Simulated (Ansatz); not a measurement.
System: CoO, space group Fm-3m (No. 225) (one of a set of cubic test structures, which need not be the stable phase).

Calculation (Ansatz 0.2.0 development build): equation of state of a cubic crystal from periodic Kohn-Sham density functional theory without spin, third-order Birch-Murnaghan fit to the free energies; pressure corrected for the finite basis. Level: r2SCAN.

structure type rock salt; atoms in cell 2; space group number 225; lattice centring face-centred primitive; k mesh 14×14×14; occupation method Fermi–Dirac; occupation width 0.1 eV; wave cutoff 700 eV; datasets hard PAW; density tolerance 1e−09 eV; bands 16; density cutoff ratio 4; search for lower states default; xc grid level 2.

Describe the result: the energy above the lowest point and pressure against volume. The volume takes the values 7.9444, 8.2034, 8.4625, 8.7216, 8.9806 Å³/atom.

A third-order Birch–Murnaghan fit gives V0 = 8.39 Å³/atom, B0 = 252 GPa and B′ = 4.5. The energy above the lowest point is 20.0 meV/atom at volume 7.9444 Å³/atom and 28.4 meV/atom at 8.9806 Å³/atom; the lowest computed point is at volume 8.4625 Å³/atom (0.0 meV/atom). The pressure falls from 15.5 GPa at volume 7.9444 Å³/atom to −14.7 GPa at 8.9806 Å³/atom, and changes sign near 8.39 Å³/atom.

```tsv
volume (Å³/atom)	energy above the lowest point (meV/atom)	pressure (GPa)
7.9444	20.0	15.5
8.2034	2.9	5.9
8.4625	0.0	-2.1
8.7216	9.1	-8.9
8.9806	28.4	-14.7
```

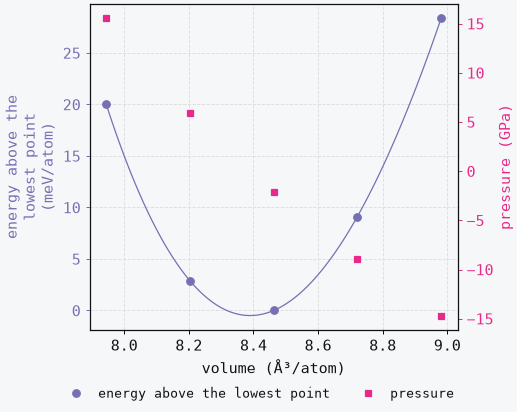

Keep in mind: known magnet treated without spin, far from its ground state; modest k-mesh, values are not fully converged in k; pseudopotentials made with PBE, not this functional.
